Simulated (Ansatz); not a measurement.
The calculation's input:

```
crystal:
  lattice:
    - [-6.6999344334, -6.6999344334, 6.6999344334]
    - [6.6999344334, 6.6999344334, 6.6999344334]
    - [-6.6999344334, 6.6999344334, -6.6999344334]
  atoms:
    - { symbol: K, position: [0.5, 0.5, 0.0] }
    - { symbol: K, position: [0.25, 0.75, 0.0] }
    - { symbol: K, position: [0.75, 0.5, 0.75] }
    - { symbol: K, position: [0.5, 0.75, 0.75] }
    - { symbol: K, position: [0.25, 0.0, 0.75] }
    - { symbol: K, position: [0.0, 0.5, 0.5] }
    - { symbol: K, position: [0.75, 0.75, 0.5] }
    - { symbol: K, position: [0.5, 0.0, 0.5] }
    - { symbol: K, position: [0.25, 0.25, 0.5] }
    - { symbol: K, position: [0.0, 0.75, 0.25] }
    - { symbol: K, position: [0.75, 0.0, 0.25] }
    - { symbol: K, position: [0.5, 0.25, 0.25] }
    - { symbol: K, position: [0.0, 0.0, 0.0] }
    - { symbol: K, position: [0.75, 0.25, 0.0] }
    - { symbol: K, position: [0.0, 0.25, 0.75] }
    - { symbol: Br, position: [0.0, 0.5, 0.0], spin: 0.167 }
    - { symbol: Br, position: [0.25, 0.5, 0.75] }
    - { symbol: Br, position: [0.0, 0.75, 0.75] }
    - { symbol: Br, position: [0.5, 0.5, 0.5], spin: 0.167 }
    - { symbol: Br, position: [0.25, 0.75, 0.5], spin: 0.167 }
    - { symbol: Br, position: [0.0, 0.0, 0.5] }
    - { symbol: Br, position: [0.75, 0.5, 0.25] }
    - { symbol: Br, position: [0.5, 0.75, 0.25], spin: 0.167 }
    - { symbol: Br, position: [0.25, 0.0, 0.25] }
    - { symbol: Br, position: [0.0, 0.25, 0.25], spin: 0.167 }
    - { symbol: Br, position: [0.75, 0.75, 0.0] }
    - { symbol: Br, position: [0.5, 0.0, 0.0] }
    - { symbol: Br, position: [0.25, 0.25, 0.0], spin: 0.167 }
    - { symbol: Br, position: [0.75, 0.0, 0.75] }
    - { symbol: Br, position: [0.5, 0.25, 0.75] }
    - { symbol: Br, position: [0.75, 0.25, 0.5] }
  host:
    lattice:
      - [0.0, 3.3499672167, 3.3499672167]
      - [3.3499672167, 0.0, 3.3499672167]
      - [3.3499672167, 3.3499672167, 0.0]
    atoms:
      - { symbol: K, position: [0.0, 0.0, 0.0] }
      - { symbol: Br, position: [0.5, 0.5, 0.5] }
basis:
  ecutwfc: 420
  xc_grid: 2
kpoints:
  mp_grid: { grid: [2, 2, 2], shift: [0.5, 0.5, 0.5] }
hamiltonian:
  xc: pbe
scf:
  occupations: { method: gaussian, width: 0.01 }
output:
  forces: true
  stress: false
  eigenvalues: true
  populations: true
  charged_corrections:
    defect_position: [0.25, 0.5, 0.25]
    epsilon: [[5.6559, 0.0, 0.0], [0.0, 5.6559, 0.0], [0.0, 0.0, 5.6559]]
  write_density: true
  write_potential: true
  elf: true
  volumetric_format: npy
magnetization:
  spin_polarized: true
relax:
  adjacent_minimum: "off"
  f_tol: 0.025
  max_steps: 45
```

Command:

```sh
ansatz run input.yaml --threads 4 --pin off --max-ram 6144MiB --backend cpu --events-out ev --progress --plain --runs-dir out
```

The fields are those of the relaxed geometry.

Spin-polarised.

These are results of DFT PBE, scalar-relativistic, plane waves, PAW (Ansatz 0.2.0), not measurements.

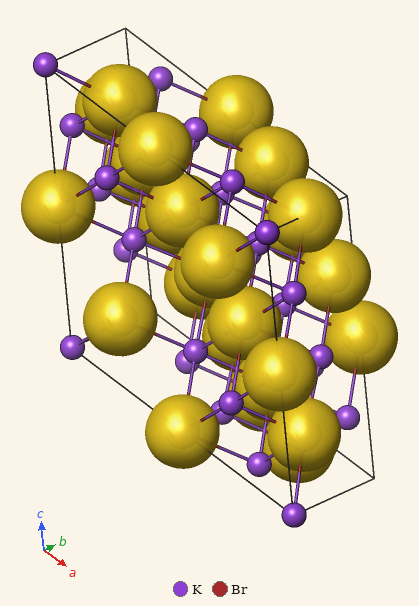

K15Br16 (cell with a defect). Isosurface of the ELF at 0.75 (yellow), seen slightly off an axis. Only the valence region is drawn (cores and ρ < 0.01 e/Å³ removed). Sticks mark near contacts.

Core electrons are frozen (PAW), and the valence fields are smoothed inside the atomic spheres.

Question: Identify the bonds, lone pairs and shells in this picture.

Answer: The ELF exceeds this value in 16 regions wrapped around Br (the valence shell of each), counted in one cell of 31 atoms. Regions shared between cells count once.

Values along the shortest contacts:
K–Br (3.23 Å): the ELF is about 0.15 at the midpoint (no shared electron pair shows on this line). K–Br (3.32 Å): the ELF is about 0.10 at the midpoint: no localised pair shows between them.
